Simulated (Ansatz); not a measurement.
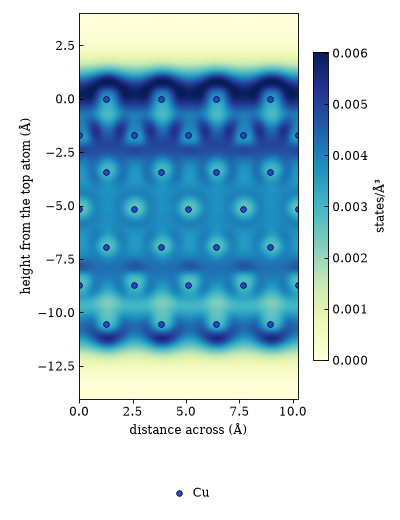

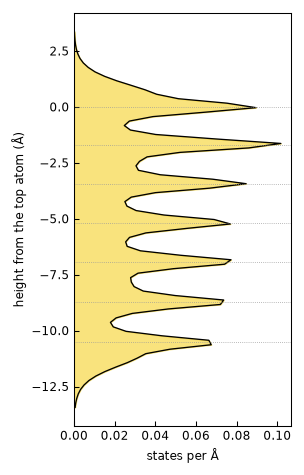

Density of all states between 0.00 and +0.25 eV (zero: the Fermi level) of Cu(100) (Fm-3m bulk, 7 atomic planes (those closer than 0.6 Å count as one), 11 Å): side view, averaged along the second cell vector, and the full density summed over planes, the part near the nuclei included (dotted lines mark the atomic planes).

The first picture shows the smooth PAW orbitals' density alone, which lacks about 40 % of these states' charge, near the nuclei; the shares below count all of it.

Theory: Ansatz 0.2.0, DFT PBEsol, scalar-relativistic, plane waves, PAW. Cutoff 420 eV, 19 × 19 k-points, Gaussian smearing 0.1 eV, dipole correction. The slab is a cut without reconstruction beyond its cell, at the source's lattice constants, with its lower half held fixed and the rest relaxed. No spin polarisation. The run couldn't confirm all of its levels under its output density. The run warns that the functional's potential is rough in the thin density of the vacuum, where the tip is; weak contrasts and barriers may feel it.

Input

```yaml
crystal:
  lattice:
    - [2.55619101, 0.0, 0.0]
    - [0.0, 2.55619101, 0.0]
    - [0.0, 0.0, 27.8450000288]
  atoms:
    - { symbol: Cu, position: [0.5, 0.5, 0.3052612674] }
    - { symbol: Cu, position: [0.0, 0.0, 0.3701741817] }
    - { symbol: Cu, position: [0.5, 0.5, 0.4350870857] }
    - { symbol: Cu, position: [0.0, 0.0, 0.4976385001] }
    - { symbol: Cu, position: [0.5, 0.5, 0.5603034545] }
    - { symbol: Cu, position: [0.0, 0.0, 0.6231968687] }
    - { symbol: Cu, position: [0.5, 0.5, 0.6835136829] }
basis:
  ecutwfc: 420.0
  fft_grid_basis: typed
kpoints:
  mp_grid: { grid: [19, 19, 1] }
hamiltonian:
  xc: pbesol
  pseudopotentials: { kind: paw }
scf:
  occupations: { method: gaussian, width: 0.1 }
output:
  forces: true
  eigenvalues: true
  band_densities:
    - { e_range: [-2.0, -1.0] }
    - { e_range: [-1.0, -0.5] }
    - { e_range: [-0.5, -0.25] }
    - { e_range: [-0.25, 0.0] }
    - { e_range: [0.0, 0.25] }
    - { e_range: [0.25, 0.5] }
    - { e_range: [0.5, 1.0] }
    - { e_range: [1.0, 1.5] }
  band_residual_tolerance: 1.0e-05
  write_potential: true
  elf: true
  write_density: true
  volumetric_format: npy
efield:
  axis: 3
  dipole_correction: true
  ramp_width: 0.04
checkpoint:
  read: start.run
  write: ck
  compress: false
  write_wavefunctions: false
  write_every: 100000
```

Command:

```sh
ansatz run input.yaml --threads 2 --pin off --max-ram 4423MiB --backend cpu --events-out ev --progress --plain --runs-dir out
```

This step took 40 s on 2 threads of Intel(R) Xeon(R) Platinum 8488C (Sapphire Rapids) (shared host), peak memory 0.87 GiB; the relaxation before it isn't counted.

> How is this energy window spread over the atomic planes?

The window holds 0.6 states per cell. Shares by plane (space cut midway between planes), top to bottom: Cu 18 %, Cu 15 %, Cu 14 %, Cu 13 %, Cu 13 %, Cu 13 %, Cu 14 %; the outer planes' shares include the vacuum, and density in a gap between layers is shared out between the planes on either side.
